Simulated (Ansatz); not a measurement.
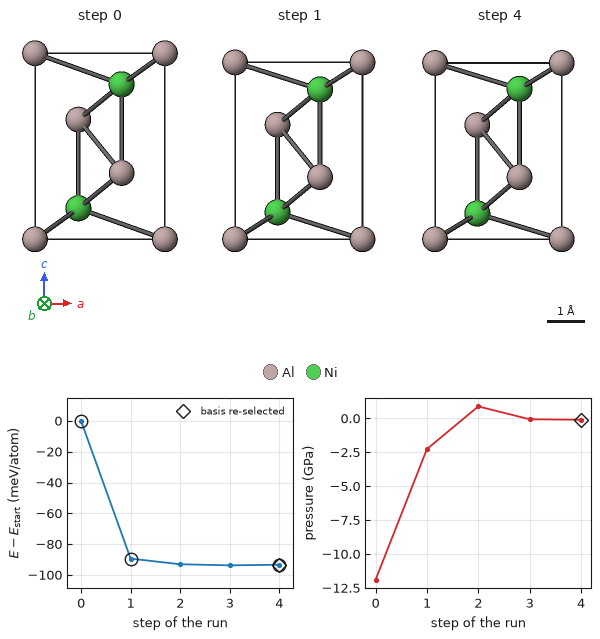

Frames of a relaxation of a crystal of Al3Ni2 (a generated structure, set up in P-3m1) (coarse preliminary run), marked on the history of the run. A ball-and-stick model of the cell of the calculation, seen along the b axis.

Case: Ga → Al, Pt → Ni on all its sites, cell and atoms relaxed.

These are results of Ansatz, DFT r2SCAN, scalar-relativistic, plane waves, PAW, not measurements. (plane-wave cutoff 500 eV; k-point mesh 6 × 6 × 4; occupations gaussian; smearing width 0.1 eV; no spin polarisation; cell and atoms relaxed; force threshold 0.05 eV/Å; at most 60 steps)

Question: What happens along the run?

Answer: The energy falls by 93.3 meV per atom in 3 accepted moves (4 points after the start). Largest force component: 0.97 eV/Å at the start, 0.0089 eV/Å at the end. The pressure goes from −11.90 to −0.10 GPa. The SCF was repeated once at an unchanged geometry on a basis and grid sized afresh for the cell, which shifted the energy by 0.4 meV per atom at most. The largest moves relative to the cell, 0.099 Å, are those of Ni atoms. By element the largest moves are Ni 0.099 Å, Al 0.022 Å. The drawn cell changes as follows: a = b 4.118 → 4.017 Å (−2.4 %), c 5.111 → 4.843 Å (−5.2 %); the volume changes by −9.8 %. Near-neighbour distances that change, for instance: Al–Ni 2.675 → 2.414 Å, Ni–Ni 2.926 → 2.719 Å, Al–Ni 2.526 → 2.425 Å, Al–Al 2.793 → 2.727 Å. Among the angles between lasting bonds that change: Ni–Al–Ni 109.2° → 111.8°, Ni–Al–Ni 70.8° → 68.2°. The space group stays P-3m1 (No. 164). From step 0 to 1: Ni atoms move most (0.07 Å), volume −8.4 %, energy −89.4 meV per atom. From step 1 to 4: Ni atoms move most (0.03 Å), volume −1.5 %, energy −4.0 meV per atom.

```json
{"step": "0", "E − E(0), meV/atom": "0.00", "largest force component, eV/Å": "0.9741", "pressure, GPa": "-11.90", "volume, Å³/atom": "15.008", "note": ""}
{"step": "1", "E − E(0), meV/atom": "-89.40", "largest force component, eV/Å": "0.4305", "pressure, GPa": "-2.26", "volume, Å³/atom": "13.746", "note": ""}
{"step": "2", "E − E(0), meV/atom": "-93.04", "largest force component, eV/Å": "0.1983", "pressure, GPa": "0.88", "volume, Å³/atom": "13.463", "note": ""}
{"step": "3", "E − E(0), meV/atom": "-93.76", "largest force component, eV/Å": "0.0087", "pressure, GPa": "-0.06", "volume, Å³/atom": "13.538", "note": ""}
{"step": "4", "E − E(0), meV/atom": "-93.35", "largest force component, eV/Å": "0.0089", "pressure, GPa": "-0.10", "volume, Å³/atom": "13.538", "note": "same geometry, new basis"}
```

Limits of the set-up: an element that often carries a moment was run without spin polarisation.
